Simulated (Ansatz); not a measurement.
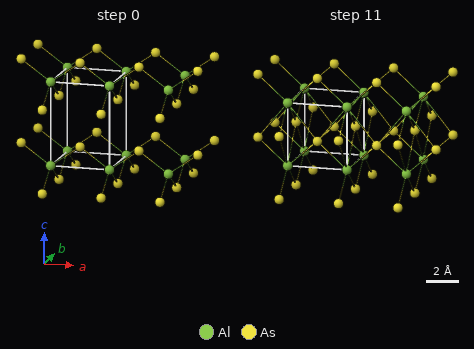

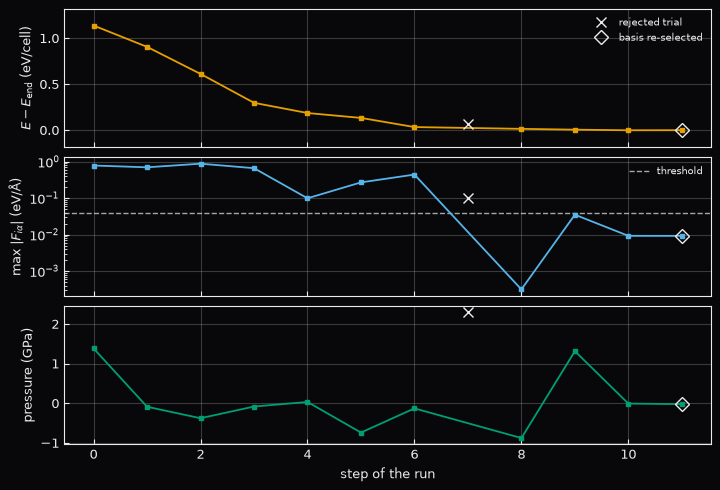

First and last geometry of a relaxation of crystalline AlAs$_{2}$ (a generated structure, set up in P-4m2) (coarse preliminary run), with the history of the run. The picture is a ball-and-stick view of the cell of the calculation, repeated 2 × 1 × 1 with one cell outlined, seen slightly off an axis.

Method: DFT PBE, scalar-relativistic, plane waves, PAW in Ansatz.

The input:
```yaml
crystal:
  lattice:
    - [3.88080825, 0.0, 0.0]
    - [0.0, 3.88080825, 0.0]
    - [0.0, 0.0, 5.48829166]
  atoms:
    - { symbol: Al, position: [0.0, 0.0, 0.0] }
    - { symbol: As, position: [0.5, 0.0, 0.25] }
    - { symbol: As, position: [0.0, 0.5, 0.75] }
basis:
  ecutwfc: 420
kpoints:
  mp_grid: { grid: [4, 4, 4] }
hamiltonian:
  xc: pbe
scf:
  occupations: { method: gaussian, width: 0.1 }
  lower_state_search: "off"
output:
  forces: true
  stress: true
  eigenvalues: true
relax:
  adjacent_minimum: "off"
  f_tol: 0.04
  max_steps: 70
  cell: { stress_tol: 0.4 }
```

Command:
```bash
ansatz run input.yaml --threads 1 --pin off --max-ram 2048MiB --backend cpu --events-out ev --progress --plain --runs-dir out
```

### Read the history and describe the run.

It converged. The largest moves relative to the cell, 0.70 Å, are those of As2 and As3. As2 goes along +c. Al stays in place. The volume changes by −23.7 %, with a = b 3.881 → 3.915 Å (+0.9 %), c 5.488 → 4.115 Å (−25.0 %). Some distances before and after: Al1–As2 4.551 → 3.086 Å, As2–As3 3.881 → 2.845 Å, Al1–As2 (another image) 2.376 → 2.613 Å. Bond angles that change, for instance: As2–Al1–As2 109.5° → 97.0°, Al1–As3–Al1 109.5° → 97.0°, As2–Al1–As3 109.5° → 116.0°. The space group stays P-4m2 (No. 115). The energy falls by 1.139 eV per cell of the calculation in 9 accepted moves (11 points after the start). The largest force component goes from 0.79 to 0.0093 eV/Å. The pressure goes from 1.38 to −0.02 GPa. The line search rejected the trial step at point 7 of the run. At 1 point the geometry stayed and the basis and grid were re-selected for the new cell (energy shift of 0.9 meV per cell of the calculation at most each time). The run took 43 s on 1 thread of Arm Neoverse V1, with other jobs on the host, peak memory 0.35 GiB.

Limits of the set-up: the k-point mesh is coarse for a cell with partly filled bands.
